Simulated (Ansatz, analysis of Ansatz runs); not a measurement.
# N on an O site in ZnO: charge-transition level against experiment, part 2 of 3

Subject: N on an O site in ZnO. Wanted: its charge-transition level, in one set-up (PBE, 72-site cell, PBE lattice, 420 eV, k: the single point 1/4 1/4 1/4 then 2x2x2 shifted 0.5 0.5 0.5, started with the impurity moved along one bond). The model is a cell of 72 host atoms with 1 O taken out and 1 N put in. The level is the Fermi energy at which two charge states have equal formation energy, after a correction for the images of the charge. A local or semilocal functional is the cheapest first rung.

Ansatz 0.2.0; PBE, 72-site cell, PBE lattice, 420 eV, k: the single point 1/4 1/4 1/4 then 2x2x2 shifted 0.5 0.5 0.5, started with the impurity moved along one bond.

So far: Starting point; Relaxation, charge 0.

### 3. Relaxation, charge −1

Level of this step: plane-wave PAW DFT, PBE; relaxation of all atoms of a defect supercell (Ansatz).

The input displaces the atoms at random before the relaxation, so that it can leave a symmetric saddle if there is one.

Contents of relax1/input.yaml:

```yaml
relax:
  f_tol: 0.02
  max_steps: 80
  random_displacement: { amplitude: 0.02, seed: 938 }
crystal:
  lattice:
    - [9.83855991, 0.0, 0.0]
    - [-4.91927996, 8.52044282, 0.0]
    - [0.0, 0.0, 10.58650211]
  atoms:
    - { symbol: Zn, position: [0.111111111, 0.222222222, 0.249983552] }
    - { symbol: Zn, position: [0.222222222, 0.111111111, -1.6448e-05] }
    - { symbol: O, position: [0.222222222, 0.111111111, 0.189521448] }
    - { symbol: O, position: [0.111111111, 0.222222222, 0.439521448] }
    - { symbol: Zn, position: [0.111111111, 0.222222222, 0.749983552] }
    - { symbol: Zn, position: [0.222222222, 0.111111111, 0.499983552] }
    - { symbol: O, position: [0.222222222, 0.111111111, 0.689521448] }
    - { symbol: O, position: [0.111111111, 0.222222222, 0.939521448] }
    - { symbol: Zn, position: [0.111111111, 0.555555556, 0.249983552] }
    - { symbol: Zn, position: [0.222222222, 0.444444444, -1.6448e-05] }
    - { symbol: O, position: [0.222222222, 0.444444444, 0.189521448] }
    - { symbol: O, position: [0.111111111, 0.555555556, 0.439521448] }
    - { symbol: Zn, position: [0.111111111, 0.555555556, 0.749983552] }
    - { symbol: Zn, position: [0.222222222, 0.444444444, 0.499983552] }
    - { symbol: O, position: [0.222222222, 0.444444444, 0.689521448] }
    - { symbol: O, position: [0.111111111, 0.555555556, 0.939521448] }
    - { symbol: Zn, position: [0.111111111, 0.888888889, 0.249983552] }
    - { symbol: Zn, position: [0.222222222, 0.777777778, -1.6448e-05] }
    - { symbol: O, position: [0.222222222, 0.777777778, 0.189521448] }
    - { symbol: O, position: [0.111111111, 0.888888889, 0.439521448] }
    - { symbol: Zn, position: [0.111111111, 0.888888889, 0.749983552] }
    - { symbol: Zn, position: [0.222222222, 0.777777778, 0.499983552] }
    - { symbol: O, position: [0.222222222, 0.777777778, 0.689521448] }
    - { symbol: O, position: [0.111111111, 0.888888889, 0.939521448] }
    - { symbol: Zn, position: [0.444444444, 0.222222222, 0.249983552] }
    - { symbol: Zn, position: [0.555555556, 0.111111111, -1.6448e-05] }
    - { symbol: O, position: [0.555555556, 0.111111111, 0.189521448] }
    - { symbol: O, position: [0.444444444, 0.222222222, 0.439521448] }
    - { symbol: Zn, position: [0.444444444, 0.222222222, 0.749983552] }
    - { symbol: Zn, position: [0.555555556, 0.111111111, 0.499983552] }
    - { symbol: O, position: [0.555555556, 0.111111111, 0.689521448] }
    - { symbol: O, position: [0.444444444, 0.222222222, 0.939521448] }
    - { symbol: Zn, position: [0.444444444, 0.555555556, 0.249983552] }
    - { symbol: Zn, position: [0.555555556, 0.444444444, -1.6448e-05] }
    - { symbol: O, position: [0.555555556, 0.444444444, 0.189521448] }
    - { symbol: "N", position: [0.444444444, 0.555555556, 0.453690434] }
    - { symbol: Zn, position: [0.444444444, 0.555555556, 0.749983552] }
    - { symbol: Zn, position: [0.555555556, 0.444444444, 0.499983552] }
    - { symbol: O, position: [0.555555556, 0.444444444, 0.689521448] }
    - { symbol: O, position: [0.444444444, 0.555555556, 0.939521448] }
    - { symbol: Zn, position: [0.444444444, 0.888888889, 0.249983552] }
    - { symbol: Zn, position: [0.555555556, 0.777777778, -1.6448e-05] }
    - { symbol: O, position: [0.555555556, 0.777777778, 0.189521448] }
    - { symbol: O, position: [0.444444444, 0.888888889, 0.439521448] }
    - { symbol: Zn, position: [0.444444444, 0.888888889, 0.749983552] }
    - { symbol: Zn, position: [0.555555556, 0.777777778, 0.499983552] }
    - { symbol: O, position: [0.555555556, 0.777777778, 0.689521448] }
    - { symbol: O, position: [0.444444444, 0.888888889, 0.939521448] }
    - { symbol: Zn, position: [0.777777778, 0.222222222, 0.249983552] }
    - { symbol: Zn, position: [0.888888889, 0.111111111, -1.6448e-05] }
    - { symbol: O, position: [0.888888889, 0.111111111, 0.189521448] }
    - { symbol: O, position: [0.777777778, 0.222222222, 0.439521448] }
    - { symbol: Zn, position: [0.777777778, 0.222222222, 0.749983552] }
    - { symbol: Zn, position: [0.888888889, 0.111111111, 0.499983552] }
    - { symbol: O, position: [0.888888889, 0.111111111, 0.689521448] }
    - { symbol: O, position: [0.777777778, 0.222222222, 0.939521448] }
    - { symbol: Zn, position: [0.777777778, 0.555555556, 0.249983552] }
    - { symbol: Zn, position: [0.888888889, 0.444444444, -1.6448e-05] }
    - { symbol: O, position: [0.888888889, 0.444444444, 0.189521448] }
    - { symbol: O, position: [0.777777778, 0.555555556, 0.439521448] }
    - { symbol: Zn, position: [0.777777778, 0.555555556, 0.749983552] }
    - { symbol: Zn, position: [0.888888889, 0.444444444, 0.499983552] }
    - { symbol: O, position: [0.888888889, 0.444444444, 0.689521448] }
    - { symbol: O, position: [0.777777778, 0.555555556, 0.939521448] }
    - { symbol: Zn, position: [0.777777778, 0.888888889, 0.249983552] }
    - { symbol: Zn, position: [0.888888889, 0.777777778, -1.6448e-05] }
    - { symbol: O, position: [0.888888889, 0.777777778, 0.189521448] }
    - { symbol: O, position: [0.777777778, 0.888888889, 0.439521448] }
    - { symbol: Zn, position: [0.777777778, 0.888888889, 0.749983552] }
    - { symbol: Zn, position: [0.888888889, 0.777777778, 0.499983552] }
    - { symbol: O, position: [0.888888889, 0.777777778, 0.689521448] }
    - { symbol: O, position: [0.777777778, 0.888888889, 0.939521448] }
  host:
    repeats: [3, 3, 2]
    atoms:
      - { symbol: Zn, position: [0.333333333, 0.666666667, 0.499967103] }
      - { symbol: Zn, position: [0.666666667, 0.333333333, -3.2897e-05] }
      - { symbol: O, position: [0.666666667, 0.333333333, 0.379042897] }
      - { symbol: O, position: [0.333333333, 0.666666667, 0.879042897] }
total_charge: -1
basis:
  ecutwfc: 420
  xc_grid: 2
hamiltonian:
  xc: pbe
kpoints:
  mp_grid: { grid: [1, 1, 1], shift: [0.25, 0.25, 0.25] }
scf:
  occupations: { method: fermi_dirac, width: 0.01 }
  max_iter: 120
output:
  forces: true
  charged_corrections:
    epsilon: [5.21, 5.21, 5.27]
    static_epsilon: [10.56, 10.56, 11.59]
    defect_position: [0.444444, 0.555556, 0.439521]
checkpoint:
  write: "../relax1.run"
  compress: false
  write_wavefunctions: true
  write_every: 100000
```

Command:

```sh
$ ansatz run input.yaml --threads 4 --pin off --max-ram 14131MiB --backend cpu --events-out ev --progress --plain --runs-dir out
```

Numbers of over 12 decimals in the logs are rounded to 6 here.

The program printed:

```text
[...]
Crystal: 72 atoms, lattice volume = 887.455 Å³
Basis set: ecut = 420 eV, 17351 PW (Γ), exchange–correlation on 144×144×144 points (8 copies of the dense FFT grid, shifted against one another)
Bands: 396, of which v1, the nominal top of the filled ones, is band 324 counted from 1 (323 counted from 0)
Symmetry: 1 space group operations
k-points: 1
[...]
SCF iter   1: F=—  HF=-139733.971475 eV  |F-HF|=—  |Δ(HF+E_count)|=         —  Δρ=8.37e-3  dr2=5.88e-1  ethr=1.77e-3  ⟨swp⟩=6.0  Hψ=1400  notcnv=0  defer=8
[...]
SCF iter   8: F=-139733.828957 eV  HF=-139733.828958 eV  |F-HF|=9.69e-7  |Δ(HF+E_count)|=   2.13e-5  Δρ=2.56e-5  dr2=6.75e-6  ethr=1.54e-9  ⟨swp⟩=2.0  Hψ=1343  notcnv=0
SCF 1 converged in 8 iterations: F = -139733.828957 eV  dr2 = 6.75e-6
[...]
--- Relaxed structure (8 steps of the walk, 6 accepted, 0 SCFs on fresh bases) ---
  F+E_penalty+E_count = -139734.53872612 eV   max|allowed force component| = 3.019e-3 eV/Å
  atoms:
    - { symbol: Zn, position: [0.112279, 0.225137, 0.251510] }
    - { symbol: Zn, position: [0.222604, 0.111177, 0.001290] }
    [... 8 atoms left out ...]
    - { symbol: O, position: [0.221014, 0.444331, 0.185725] }
    [... 2 atoms left out ...]
    - { symbol: Zn, position: [0.231160, 0.448913, 0.498281] }
    - { symbol: O, position: [0.219325, 0.443448, 0.692170] }
    [... 17 atoms left out ...]
    - { symbol: Zn, position: [0.444375, 0.556252, 0.257276] }
    [... 2 atoms left out ...]
    - { symbol: N, position: [0.444834, 0.555270, 0.439693] }
    [... 1 atom left out ...]
    - { symbol: Zn, position: [0.551715, 0.448349, 0.497787] }
    - { symbol: O, position: [0.556908, 0.443331, 0.692035] }
    [... 3 atoms left out ...]
    - { symbol: O, position: [0.556158, 0.779463, 0.185580] }
    [... 2 atoms left out ...]
    - { symbol: Zn, position: [0.551220, 0.769102, 0.498044] }
    - { symbol: O, position: [0.556697, 0.780750, 0.692008] }
    [... 25 atoms left out ...]
[key lines of the parts left out:]
SCF converged after 7 iterations
Free energy (F): -139734.538726 eV
Fermi energy:    7.989251 eV
```

It took 68 s on 4 threads of Intel Xeon 6975P-C (Granite Rapids), shared host; peak memory 2.3 GiB.

Relaxation path:

| step | energy less that of the first step (eV) | largest force component (eV/Å) |
| --- | --- | --- |
| 1 | 0.0000 | 1.9963 |
| 2 | -0.4808 | 1.2701 |
| 3 | -0.7038 | 0.1223 |
| 4 | -0.7037 | 0.3552 |
| 5 | -0.7039 | 0.1215 |
| 6 | -0.7035 | 0.3596 |
| 7 | -0.7091 | 0.0278 |
| 8 | -0.7098 | 0.0030 |

Relaxation steps 4, 6 were tried and not accepted.

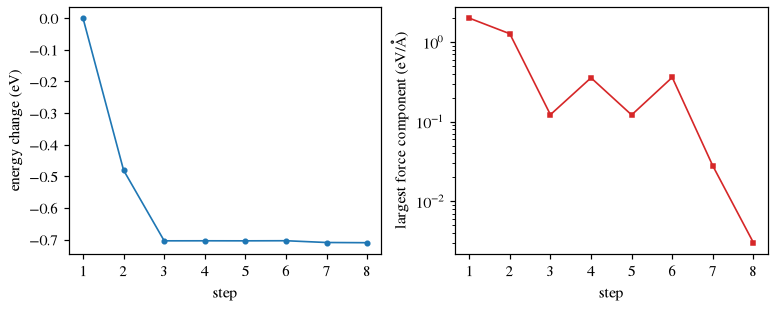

Energy and largest force along the relaxation.

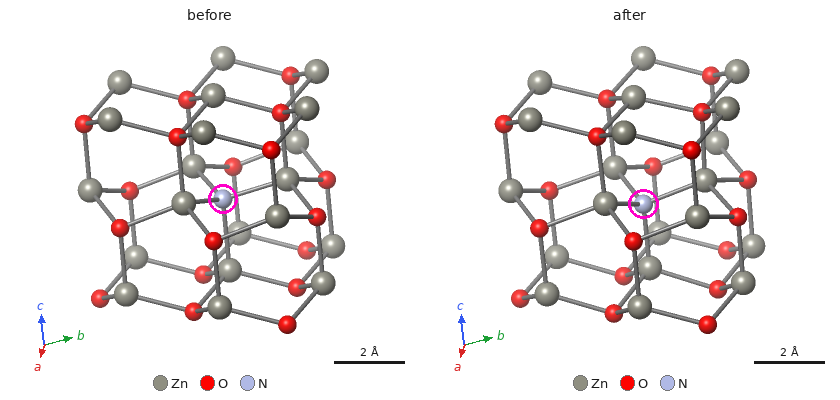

Before and after: the atoms that start within 5 Å of the centre. N36, which moves most, is ringed if it is among them.

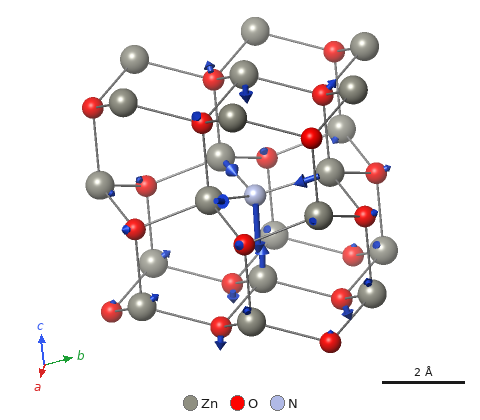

Displacements in the relaxation from the typed sites near the centre, exaggerated; the longest in the cell stands for 0.15 Å.

The atoms that moved most (Å, from the sites as typed, ahead of the random displacement):

| atom | dx | dy | dz | length |
| --- | --- | --- | --- | --- |
| N36 | 0.005 | -0.004 | -0.149 | 0.149 |
| Zn46 | 0.000 | -0.075 | -0.022 | 0.078 |
| Zn14 | 0.066 | 0.037 | -0.019 | 0.078 |
| Zn33 | -0.004 | 0.004 | 0.076 | 0.076 |
| Zn38 | -0.057 | 0.032 | -0.024 | 0.070 |
| Zn37 | -0.002 | 0.001 | -0.056 | 0.056 |
| O43 | -0.002 | 0.013 | -0.043 | 0.045 |
| O11 | -0.011 | -0.002 | -0.041 | 0.043 |

Neighbours of N36 at the end:

| atom | distance (Å) |
| --- | --- |
| Zn38 | 1.923 |
| Zn14 | 1.923 |
| Zn46 | 1.924 |
| Zn33 | 1.931 |
| Zn37 | 3.230 |
| O39 | 3.283 |
| O35 | 3.290 |
| O47 | 3.290 |
| O15 | 3.292 |
| O4 | 3.296 |
| O11 | 3.296 |
| O68 | 3.297 |
| O28 | 3.299 |
| O60 | 3.299 |
| O43 | 3.299 |
| O12 | 3.303 |

Numbers from this step:

| Property | Result |
| --- | --- |
| free energy | -139734.5387 eV |

The relaxation ends 9.9 meV an atom lower than the displaced start, with a largest force component of 0.0030 eV/Å.

### 4. Single point, charge 0

The relaxed structure is kept, and the final numbers are taken at the final level and k-points.

This step: plane-wave PAW DFT, PBE; single point of a defect supercell.

Contents of point0/input.yaml:

```yaml
crystal:
  lattice:
    - [9.83855991, 0.0, 0.0]
    - [-4.91927996, 8.52044282, 0.0]
    - [0.0, 0.0, 10.58650211]
  atoms:
    - { symbol: Zn, position: [0.111553939, 0.223478226, 0.251142967] }
    - { symbol: Zn, position: [0.222323621, 0.111218003, 0.000557797] }
    - { symbol: O, position: [0.222379426, 0.111303283, 0.190244474] }
    - { symbol: O, position: [0.108888906, 0.221201824, 0.440531415] }
    - { symbol: Zn, position: [0.109883532, 0.222506149, 0.7506843] }
    - { symbol: Zn, position: [0.221167949, 0.111691423, 0.499606481] }
    - { symbol: O, position: [0.2212431, 0.111558111, 0.689389065] }
    - { symbol: O, position: [0.11105616, 0.221909515, 0.940353751] }
    - { symbol: Zn, position: [0.112870228, 0.554739004, 0.250434926] }
    - { symbol: Zn, position: [0.223213436, 0.444707802, -0.000232688] }
    - { symbol: O, position: [0.224312196, 0.444823928, 0.18880357] }
    - { symbol: O, position: [0.110739296, 0.554475515, 0.440518725] }
    - { symbol: Zn, position: [0.109937015, 0.556205731, 0.750575839] }
    - { symbol: Zn, position: [0.228122852, 0.446441541, 0.499991358] }
    - { symbol: O, position: [0.219023155, 0.443748399, 0.69150599] }
    - { symbol: O, position: [0.111347901, 0.555902281, 0.940326047] }
    - { symbol: Zn, position: [0.111449451, 0.889020422, 0.250361268] }
    - { symbol: Zn, position: [0.222473089, 0.777757665, 0.001030141] }
    - { symbol: O, position: [0.222729613, 0.777567653, 0.190863969] }
    - { symbol: O, position: [0.112044746, 0.888758117, 0.440110383] }
    - { symbol: Zn, position: [0.110785813, 0.889529099, 0.750295588] }
    - { symbol: Zn, position: [0.22288705, 0.777219739, 0.500101022] }
    - { symbol: O, position: [0.221800837, 0.778402905, 0.689862398] }
    - { symbol: O, position: [0.111534082, 0.888969086, 0.940089417] }
    - { symbol: Zn, position: [0.444804822, 0.222202755, 0.249220642] }
    - { symbol: Zn, position: [0.555487545, 0.110925488, 0.000531638] }
    - { symbol: O, position: [0.555344791, 0.110005005, 0.190366455] }
    - { symbol: O, position: [0.44481042, 0.222870016, 0.439542985] }
    - { symbol: Zn, position: [0.442846303, 0.222931975, 0.749387178] }
    - { symbol: Zn, position: [0.555698302, 0.110465548, 0.500496838] }
    - { symbol: O, position: [0.554763881, 0.112507662, 0.689705826] }
    - { symbol: O, position: [0.444242386, 0.22168407, 0.938624817] }
    - { symbol: Zn, position: [0.447800174, 0.552440582, 0.254845661] }
    - { symbol: Zn, position: [0.555855663, 0.444457516, -0.002369648] }
    - { symbol: O, position: [0.557399101, 0.442862284, 0.185994097] }
    - { symbol: "N", position: [0.443575068, 0.556461681, 0.439460842] }
    - { symbol: Zn, position: [0.442409885, 0.557273125, 0.74820017] }
    - { symbol: Zn, position: [0.556013496, 0.445377592, 0.498394424] }
    - { symbol: O, position: [0.554620342, 0.44558058, 0.687576884] }
    - { symbol: O, position: [0.444709206, 0.555495017, 0.937897738] }
    - { symbol: Zn, position: [0.445411438, 0.88723127, 0.250509286] }
    - { symbol: Zn, position: [0.555560212, 0.77679593, -0.000225113] }
    - { symbol: O, position: [0.555343819, 0.775757107, 0.18901779] }
    - { symbol: O, position: [0.445886206, 0.888867505, 0.440575498] }
    - { symbol: Zn, position: [0.443787851, 0.890069577, 0.750796499] }
    - { symbol: Zn, position: [0.554385743, 0.771809519, 0.500889671] }
    - { symbol: O, position: [0.556405363, 0.781087744, 0.691895941] }
    - { symbol: O, position: [0.444512942, 0.889004889, 0.940540941] }
    - { symbol: Zn, position: [0.777993154, 0.22241126, 0.250135868] }
    - { symbol: Zn, position: [0.889137995, 0.111214228, 0.000877104] }
    - { symbol: O, position: [0.888974252, 0.111242206, 0.190313584] }
    - { symbol: O, position: [0.776959666, 0.222829822, 0.439919166] }
    - { symbol: Zn, position: [0.776867351, 0.223147113, 0.750919321] }
    - { symbol: Zn, position: [0.888418139, 0.111725874, 0.50116606] }
    - { symbol: O, position: [0.8878025, 0.112202467, 0.690752166] }
    - { symbol: O, position: [0.777639231, 0.222467885, 0.940443415] }
    - { symbol: Zn, position: [0.778337792, 0.555651187, 0.249102828] }
    - { symbol: Zn, position: [0.889348346, 0.44479856, 0.000357046] }
    - { symbol: O, position: [0.890078721, 0.444682415, 0.190191512] }
    - { symbol: O, position: [0.778136879, 0.55587036, 0.439327141] }
    - { symbol: Zn, position: [0.777371478, 0.557472232, 0.749459913] }
    - { symbol: Zn, position: [0.889354268, 0.444243831, 0.500568829] }
    - { symbol: O, position: [0.887406349, 0.445104395, 0.689736511] }
    - { symbol: O, position: [0.778619246, 0.55620525, 0.938662449] }
    - { symbol: Zn, position: [0.777054627, 0.888908123, 0.251269829] }
    - { symbol: Zn, position: [0.889318408, 0.778048395, 0.000564904] }
    - { symbol: O, position: [0.889164027, 0.778098157, 0.190269435] }
    - { symbol: O, position: [0.779012751, 0.891142165, 0.44055177] }
    - { symbol: Zn, position: [0.777829203, 0.890237043, 0.750904971] }
    - { symbol: Zn, position: [0.889093705, 0.779237605, 0.499585171] }
    - { symbol: O, position: [0.888785088, 0.779038839, 0.689353202] }
    - { symbol: O, position: [0.778309315, 0.889167538, 0.940549567] }
  host:
    repeats: [3, 3, 2]
    atoms:
      - { symbol: Zn, position: [0.333333333, 0.666666667, 0.499967103] }
      - { symbol: Zn, position: [0.666666667, 0.333333333, -3.2897e-05] }
      - { symbol: O, position: [0.666666667, 0.333333333, 0.379042897] }
      - { symbol: O, position: [0.333333333, 0.666666667, 0.879042897] }
basis:
  ecutwfc: 420
  xc_grid: 2
hamiltonian:
  xc: pbe
kpoints:
  mp_grid: { grid: [2, 2, 2], shift: [0.5, 0.5, 0.5] }
magnetization:
  spin_polarized: true
  initial_magnetization: 1
  spin_locking: { lock_magnetization: hard }
scf:
  occupations: { method: fermi_dirac, width: 0.01 }
  max_iter: 120
output:
  forces: true
  charged_corrections:
    epsilon: [5.21, 5.21, 5.27]
    static_epsilon: [10.56, 10.56, 11.59]
    defect_position: [0.444444, 0.555556, 0.439521]
  eigenvalues: true
checkpoint:
  read: "../relax0.run"
  write: "../point0.run"
  compress: false
  write_wavefunctions: true
  write_every: 100000
```

The program printed:

```text
[...]
Crystal: 72 atoms, lattice volume = 887.455 Å³
Basis set: ecut = 420 eV, 17351 PW (Γ), exchange–correlation on 144×144×144 points (8 copies of the dense FFT grid, shifted against one another)
Bands: 396, of which v1, the nominal top of the filled ones, is band 324 counted from 1 (323 counted from 0)
Symmetry: 1 space group operations
[...]
k-points: 4 of 8 (time reversal used)
[...]
Stability of the state it starts from, as read at its close in the collinear treatment: not read negative (Ritz values of 1 − χ₀K, real part plus size of imaginary part, from 0.54 to 2.0, by its mixing steps under no symmetry); [...]
Starting moments: Σ|m| = 1 μB on 72 of 72 sites; this step starts from the density that it was given
[...]
--- Forces (eV/Å), atoms counted from 1 ---
  atom   1  Zn     0.01970720     0.01522163    -0.07422465
  atom   2  Zn     0.01240112     0.00531236     0.00158312
  [... 8 atoms left out ...]
  atom  11  O     -0.01976152    -0.05173663    -0.04631942
  [... 2 atoms left out ...]
  atom  14  Zn    -0.08985171     0.09316895     0.00955901
  [... 18 atoms left out ...]
  atom  33  Zn    -0.08187191     0.02782782     0.07084941
  [... 2 atoms left out ...]
  atom  36  N      0.23025753    -0.14173427    -0.00210706
  atom  37  Zn     0.07933410    -0.03542940    -0.00844709
  atom  38  Zn    -0.21877716     0.15816846    -0.09102656
  atom  39  O      0.03904514    -0.01833020     0.14852276
  [... 3 atoms left out ...]
  atom  43  O      0.04558729     0.02557123    -0.01945679
  atom  44  O      0.01800894     0.00911604     0.00191155
  [... 1 atom left out ...]
  atom  46  Zn    -0.10444106     0.03674905     0.05008732
  [... 26 atoms left out ...]
  max |Σ_I F_I| component: 2.35e-5 eV/Å
--- Band table (eV; the first three rows and the last of 8) ---
[...]
[... further k-points left out ...]
[key lines of the parts left out:]
SCF converged after 15 iterations
Magnetization: 1.0000 μB (324.0000 up, 323.0000 down)
Free energy (F): -139740.928730 eV
Fermi energy:    6.890223 (↑ 7.531049, ↓ 6.890223) eV
```

The job ended after 2.3 min (4 threads; peak memory 6.7 GiB).

In the SCF lines HF is the Harris–Foulkes energy and dr2 the Hartree energy of the density residual, in eV; the loop may stop once dr2 is under the threshold and the program's other checks hold. Hψ counts applications of the Hamiltonian.

Read from the output:

* free energy: -139740.9287 eV
* smearing term TS: 0.005185 eV
* total moment: 1 μB
* integral of the absolute spin density: 1.109 μB
* spin contamination: 0.003343

(Part 2 of 3 ends here.)

[Logs are printed without paths, hosts, clocks, repeated set-up lines and the standing remarks that a program may print on its own settings, such as how far it seeks lower states.]

[Hosts, paths, dates, database ids (printed as entryN), source tags and the programs' standing remarks are cut or masked in the printed files.]

[For some hosts the program warned that the k-mesh of the response run may be too coarse for force constants and the static dielectric constant; such warnings are not shown here.]
